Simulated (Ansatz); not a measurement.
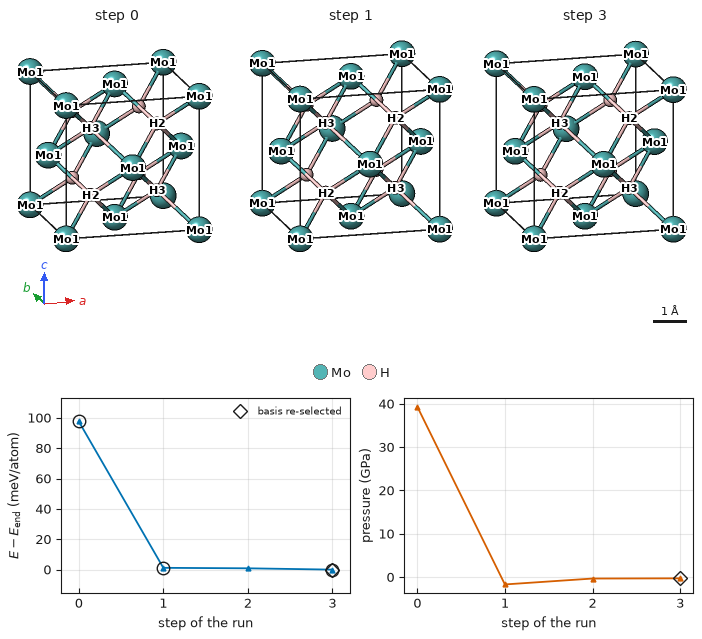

Frames of a relaxation of a crystal of MoH2 (a generated structure, set up in Fm-3m) (coarse preliminary run), marked on the history of the run. Style: ball-and-stick. Shown: the conventional cell (4 times the calculation's cell), slightly off an axis. Lengths and directions refer to the drawn axes.

Case: V → Mo on all its sites, cell and atoms relaxed.

All numbers below come from DFT r2SCAN, scalar-relativistic, plane waves, PAW (Ansatz).

The input:
```yaml
crystal:
  lattice:
    - [0.0, 2.0995282458, 2.0995282458]
    - [2.0995282458, 0.0, 2.0995282458]
    - [2.0995282458, 2.0995282458, 0.0]
  atoms:
    - { symbol: Mo, position: [0.0, 0.0, 0.0] }
    - { symbol: H, position: [0.25, 0.25, 0.25] }
    - { symbol: H, position: [0.75, 0.75, 0.75] }
basis:
  ecutwfc: 500
kpoints:
  mp_grid: { grid: [8, 8, 8] }
hamiltonian:
  xc: r2scan
scf:
  occupations: { method: gaussian, width: 0.1 }
output:
  forces: true
  stress: true
  eigenvalues: true
relax:
  adjacent_minimum: "off"
  f_tol: 0.05
  max_steps: 60
  cell: { stress_tol: 0.5 }
```

Run as
```bash
ansatz run input.yaml --threads 1 --pin off --max-ram 2560MiB --backend cpu --events-out ev --progress --plain --runs-dir out
```

**What happens along the run?**

The energy falls by 97.6 meV per atom in 2 accepted moves (3 points after the start). All forces vanish by symmetry, so only the cell relaxes. Pressure: 39.34 GPa at the start and −0.28 GPa at the end. At 1 point the geometry stayed and the basis and grid were re-selected for the new cell (energy shift of 0.9 meV per atom at most each time). No atom moves by more than 0.005 Å relative to the cell. Cell: a = b = c 4.199 → 4.395 Å (+4.7 %). Volume +14.6 %. Some distances before and after: Mo1–Mo1 2.969 → 3.107 Å, Mo1–H2 1.818 → 1.903 Å. The space group stays Fm-3m (No. 225). The run took 5 s on 1 thread of Arm Neoverse V2, with other jobs on the host, peak memory 0.33 GiB. From step 0 to 1: volume +15.3 %, energy −96.4 meV per atom. From step 1 to 3: volume −0.6 %, energy −1.2 meV per atom.

| step | E − E(0), meV/atom | pressure, GPa | volume, Å³/atom | note |
| --- | --- | --- | --- | --- |
| 0 | 0.00 | 39.34 | 6.170 |  |
| 1 | -96.42 | -1.69 | 7.117 |  |
| 2 | -96.74 | -0.33 | 7.072 |  |
| 3 | -97.60 | -0.28 | 7.072 | same geometry, new basis |
